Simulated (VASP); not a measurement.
Y (slab)

```
Y
1.0
     3.65648    0.00000    0.00000
     0.00000    5.67401    0.00000
     0.00000    0.00000   18.22214
Y
4
Direct
  0.00000 0.75000 0.38415
  0.50000 0.25000 0.44207
  0.50000 0.75000 0.54261
  0.00000 0.25000 0.60356
```

These are results of Kohn-Sham DFT of a periodic cell, PBE, VASP PAW PBE potentials, recommended in VASP 6.6.1, not measurements.

Core electrons are frozen (PAW), and the valence fields are smoothed inside the atomic spheres.

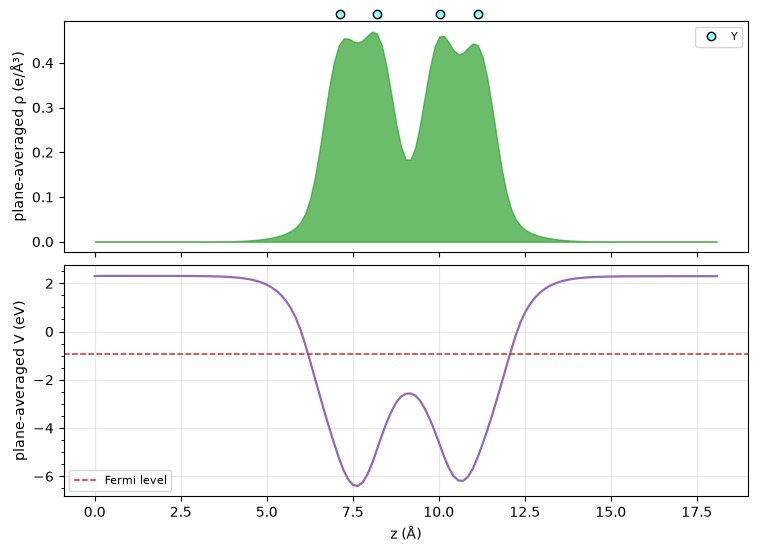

Figure 1. Plane average of the electrostatic potential energy of an electron and of the valence electron density across the slab. Circles mark the heights of the atoms.

Q: How far above the Fermi level of the calculation is the vacuum level?

A: 3.2 eV.

Q: How thick is the slab, and how wide the vacuum?

A: The outermost nuclei are 4.0 Å apart, in 4 atomic planes; the vacuum between periodic images is 14.2 Å wide.

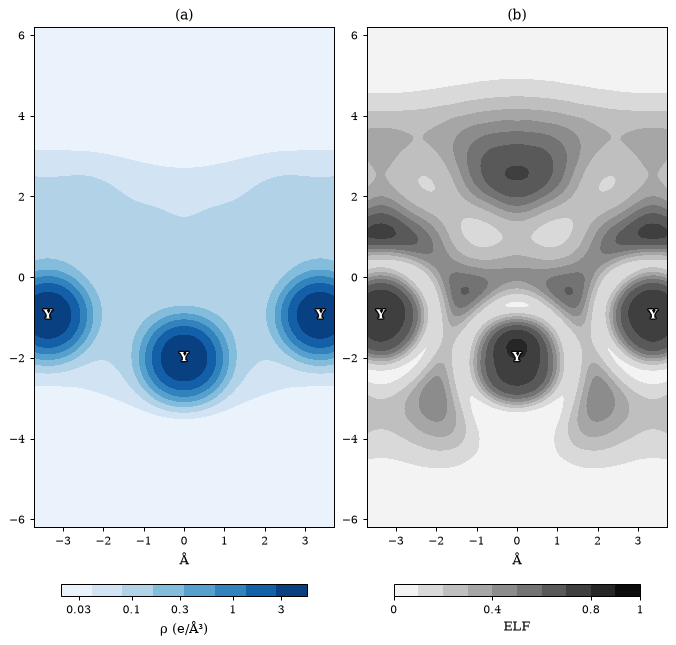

Figure 2. (a) valence pseudo-density; (b) ELF on the (11̄0) plane of the calculation cell, a cut from vacuum to vacuum.

Q: Read the bonding off the picture.

A: The plane passes through Y nuclei.
Y–Y (3.54 Å): ρ at the midpoint is about 0.11 e/Å³; the ELF is about 0.25 at the midpoint (no localised pair shows between them).
The density dies away to nearly zero in the vacuum.
The features right at Y lie inside the PAW spheres, where the map follows smoothed inner orbitals and isn't to be read closely.
